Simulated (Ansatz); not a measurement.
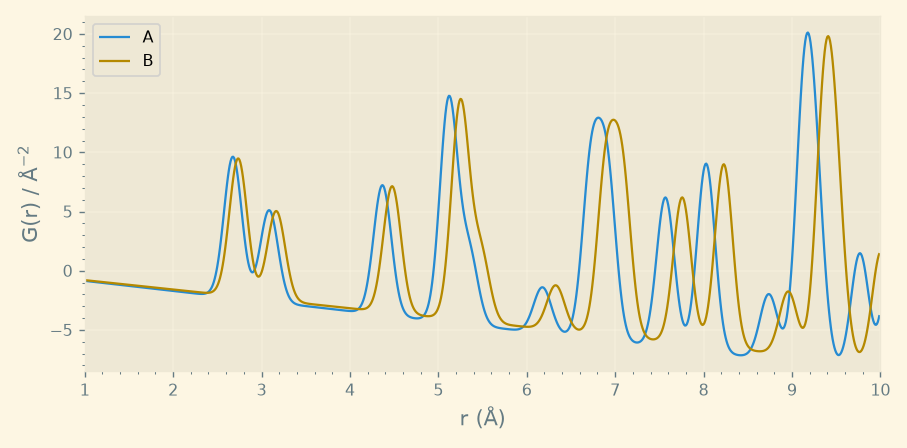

Each curve is a calculated X-ray PDF: distances of the static structure, each pair weighted by the product of the atomic numbers (X-ray weights at Q = 0), broadened by Gaussians with σ = 0.10 Å. There is no Q-range truncation. Both curves are of Ir in space group Im-3m, for two cells of different size. A: coordinates from a relaxation with Ansatz, DFT, m-r2SCAN, plane waves (500 eV) with PAW, scalar-relativistic; the starting structure was generated, so it need not be a known form of this composition; B: the end point of a relaxation with DFT, BLYP, plane waves (420 eV) with PAW, scalar-relativistic in Ansatz; the starting structure was generated, so it need not be a known form of this composition.

> How does the volume of B compare with that of A?

Cell B is larger: the volume of B is 7.7 % above that of A (14.74 and 15.88 Å³ per atom), a mean linear change of 2.5 %. The shortest distance is 2.675 Å in A and 2.742 Å in B.

> Give both cells.

Cell A: a = 3.089 Å, b = 3.089 Å, c = 3.089 Å, α = 90.00°, β = 90.00°, γ = 90.00°
Cell B: a = 3.167 Å, b = 3.167 Å, c = 3.167 Å, α = 90.00°, β = 90.00°, γ = 90.00°
